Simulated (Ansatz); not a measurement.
Sn

```cif
data_structure
_symmetry_space_group_name_H-M 'P 1'
_symmetry_Int_Tables_number 1
_cell_length_a 4.6253
_cell_length_b 4.6253
_cell_length_c 11.3203
_cell_angle_alpha 90.000
_cell_angle_beta 90.000
_cell_angle_gamma 120.000
_cell_volume 209.74
loop_
_atom_site_label
_atom_site_type_symbol
_atom_site_fract_x
_atom_site_fract_y
_atom_site_fract_z
_atom_site_occupancy
Sn1 Sn 0.00000 0.00000 0.99996 1
Sn2 Sn 0.00000 0.00000 0.25004 1
Sn3 Sn 0.33333 0.66667 0.33329 1
Sn4 Sn 0.33333 0.66667 0.58337 1
Sn5 Sn 0.66667 0.33333 0.66663 1
Sn6 Sn 0.66667 0.33333 0.91671 1
```

Space group Fd-3m; a generated structure, not necessarily the stable one.

Computed with DFT PBEsol, scalar-relativistic, plane waves, PAW (Ansatz 0.2.0).

Question: Predict the valence pseudo-density and electron localisation function between the atoms.

Answer: Sn–Sn (2.83 Å): ρ at the midpoint is about 0.35 e/Å³; the ELF peaks at about 0.65 between the atoms.

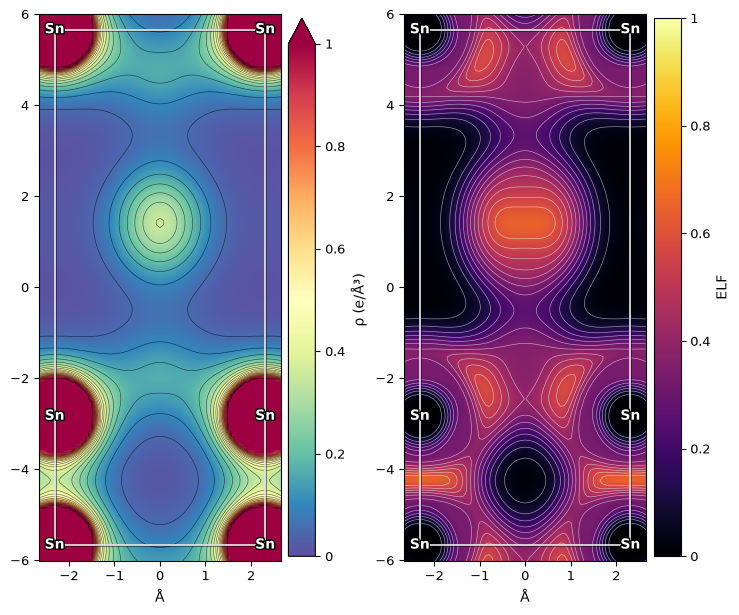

Computed valence pseudo-density and electron localisation function on the (100) plane of the calculation cell, in this order. 

In a PAW calculation such maps are meaningful between the atoms, not at the nuclei.
